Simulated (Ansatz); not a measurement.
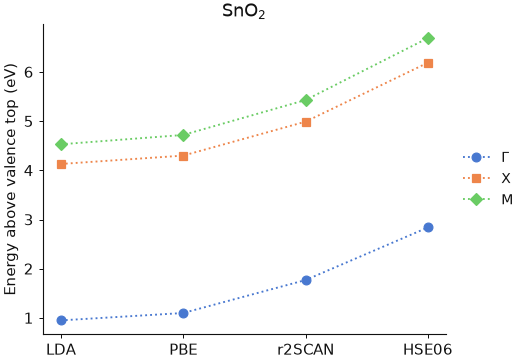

Lowest conduction level at each named k point, counted from the valence-band top at Γ, by several methods on one cell of rutile-type SnO2, space group P4_2/mnm (No. 136), 6 atoms in the cell, relaxed with r2SCAN; a = 4.761 Å, c = 3.200 Å (tetragonal axes). All runs are without spin-orbit coupling and carry no moments. The cell is at 8 GPa in PBE.

| method | program | Γ (eV) | X (eV) | M (eV) |
| --- | --- | --- | --- | --- |
| LDA | Ansatz | 0.95 | 4.13 | 4.53 |
| PBE | Ansatz | 1.10 | 4.30 | 4.72 |
| r2SCAN | Ansatz | 1.77 | 4.99 | 5.43 |
| HSE06 | Ansatz | 2.84 | 6.19 | 6.69 |

> Estimate the PBE0 values. It was run as: PBE0, Ansatz PAW set, 4×4×4 k mesh, 420 eV cutoff, fixed occupations (Ansatz).

PBE0 keeps the long-range exact exchange that HSE06 screens off, so it lies above HSE06, here by 0.72 eV at Γ. PBE0 gives 3.56 eV at Γ, 6.95 eV at X and 7.46 eV at M, which is +2.46 eV from PBE at Γ.

> Does PBE0 shift these levels rigidly from PBE?

The shifts are +2.46 eV at Γ, +2.65 eV at X and +2.74 eV at M, and at points that aren't plotted +2.93 eV (Z), +2.95 eV (R) and +2.73 eV (A): over the named points that both runs hold, a spread of 0.49 eV on a mean of 2.74 eV, so one shift describes them only roughly.

> How do the methods rank at Γ?

From low to high: LDA 0.95, PBE 1.10, r2SCAN 1.77, HSE06 2.84, PBE0 3.56 eV.

Settings. LDA: Ansatz PAW set, 6×6×8 k mesh, 420 eV cutoff, fixed occupations (Ansatz 0.2.0). PBE: Ansatz PAW set, 6×6×8 k mesh, 420 eV cutoff, Fermi-Dirac smearing of 0.02 eV (Ansatz). r2SCAN: Ansatz PAW set, 6×6×8 k mesh, 500 eV cutoff, fixed occupations (Ansatz 0.2.0). HSE06: Ansatz PAW set, 4×4×4 k mesh, 420 eV cutoff, fixed occupations (Ansatz).

These are five of the 6 methods that were run on this cell. LDA, r2SCAN, HSE06 and PBE0: the PAW data sets were made with another functional. LDA, GGA and most meta-GGA functionals understate gaps. HSE06 and PBE0: the k mesh is coarse, so the values aren't converged, least of all with exact exchange.
